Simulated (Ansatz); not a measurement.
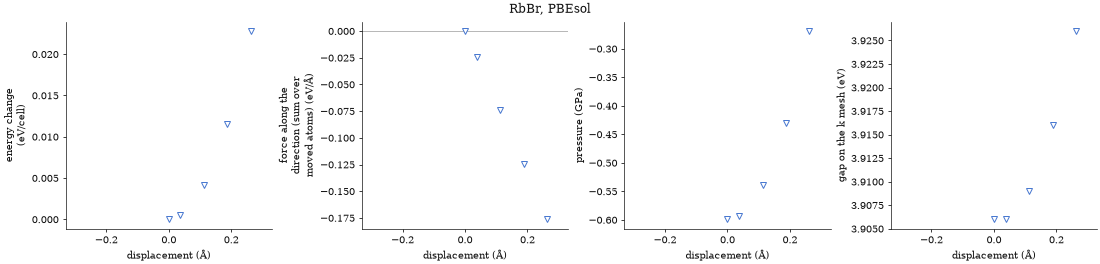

Plotted: energy change, force along the direction (sum over moved atoms), pressure and gap on the k mesh against displacement for RbBr, space group Pm-3m (No. 221).

Structure:
```
CELL_PARAMETERS angstrom
4.12608 0.00000 0.00000
0.00000 4.12608 0.00000
0.00000 0.00000 4.12608
ATOMIC_POSITIONS crystal
Rb 0.00000 0.00000 0.00000
Br 0.50000 0.50000 0.50000
```

How it was computed, with Ansatz 0.2.0: all atoms of one element of a crystal moved along a line, all else fixed, by plane-wave density functional theory with PAW datasets, free energies less that of the undisturbed cell, pressure positive in compression; scalar-relativistic. Level: PBEsol, no spin polarisation.

```csv
setting,value
wave cutoff,420 eV
k mesh,6×6×6
occupations,Gaussian
smearing width,0.05 eV
k shift,"(0, 0, 0) (mesh steps)"
start,as given
moved element,Br
direction,"(0, 0, 1) (Cartesian unit vector)"
```

The points at displacement −0.225, −0.075, 0.15 and 0.3 follow from computed ones by symmetry.

The points at displacement −0.3000 Å, −0.2250 Å, −0.1500 Å, −0.0750 Å, 0.0750 Å, 0.1500 Å, 0.2250 Å and 0.3000 Å are left out of the plot. What values does the calculation give there?

```
displacement (Å)  energy change (eV/cell)  force along the direction (sum over moved atoms) (eV/Å)  pressure (GPa)  gap on the k mesh (eV)
         -0.3000                   0.0299                                                   0.2030          -0.169                   3.931
         -0.2250                   0.0167                                                   0.1501          -0.357                   3.921
         -0.1500                   0.0074                                                   0.0989          -0.491                   3.912
         -0.0750                   0.0018                                                   0.0491          -0.572                   3.907
          0.0750                   0.0018                                                  -0.0491          -0.572                   3.907
          0.1500                   0.0074                                                  -0.0989          -0.491                   3.912
          0.2250                   0.0167                                                  -0.1501          -0.357                   3.921
          0.3000                   0.0299                                                  -0.2030          -0.169                   3.931
```

Keep in mind: reference crystal is not relaxed.
